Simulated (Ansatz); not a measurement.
Al2O

```
Al O
1.0
     3.97124    0.00000    0.00000
     0.00000    3.97124    0.00000
     0.00000    0.00000    5.80223
Al O
4 2
Direct
  0.00000 0.50000 0.00000
  0.50000 0.00000 0.50000
  0.50000 0.00000 0.00000
  0.00000 0.50000 0.50000
  0.00000 0.00000 0.50000
  0.50000 0.50000 0.00000
```

Space group I4/mmm; a structure generated by program, which may or may not match a known phase.

The calculation used DFT PBE, scalar-relativistic, plane waves, PAW (Ansatz 0.2.0).

Core electrons are frozen (PAW), and the valence fields are smoothed inside the atomic spheres.

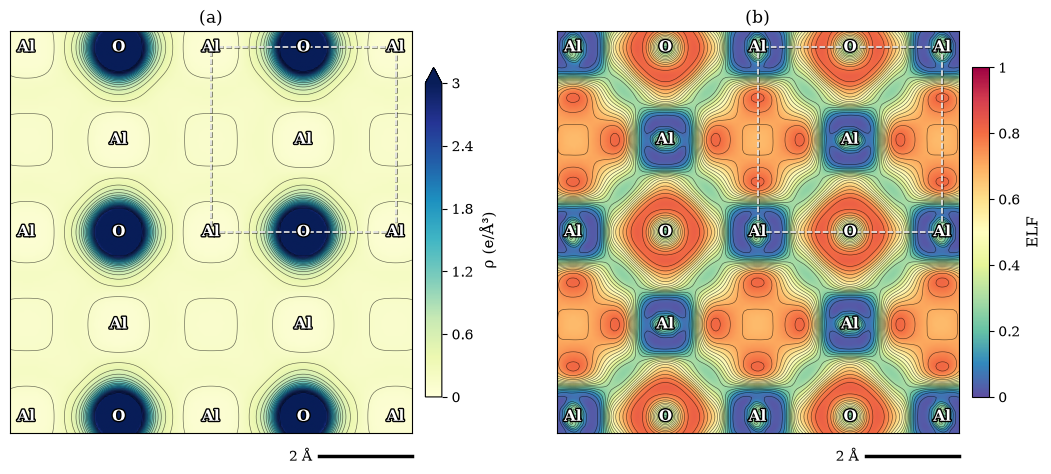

Figure 1. (a) valence electron density; (b) electron localisation function on the (001) plane of the conventional cell.

Interpret the plot.

Atoms in the plane: Al and O.
Al–O (1.99 Å): ρ is about 0.48 e/Å³ halfway; the ELF peaks at about 0.80 in the valence shell of O, 0.6 Å from its nucleus, and is about 0.65 at the midpoint.
Between the atoms the lowest density in this plane is 0.12 e/Å³.
The ELF also peaks beside Al, away from the bonds: lone-pair regions.

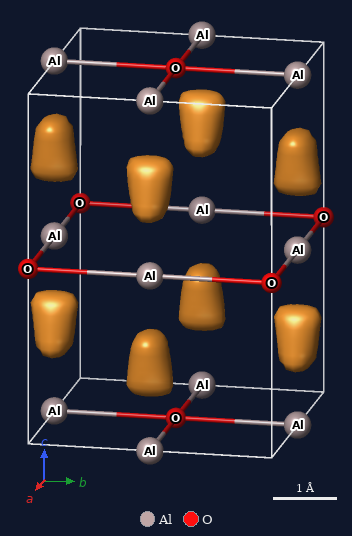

Figure 2. Isosurface of the ELF at 0.85 (orange), seen slightly off an axis. Core shells and regions of very low density are left out. Sticks mark near contacts.

What do the ELF domains correspond to?

The ELF exceeds this value in four pockets between the atoms, centred on no nucleus (multi-centre or interstitial), counted in one cell of 6 atoms. Any copies at cell faces, edges or corners count once.

Metal or insulator at this level of theory?

It is gapless in this calculation (a metal or semimetal).

How much charge does the calculation move between the atoms?

Electrons move from Al towards O. Bader charges: Al +0.96 and O −1.92 e.
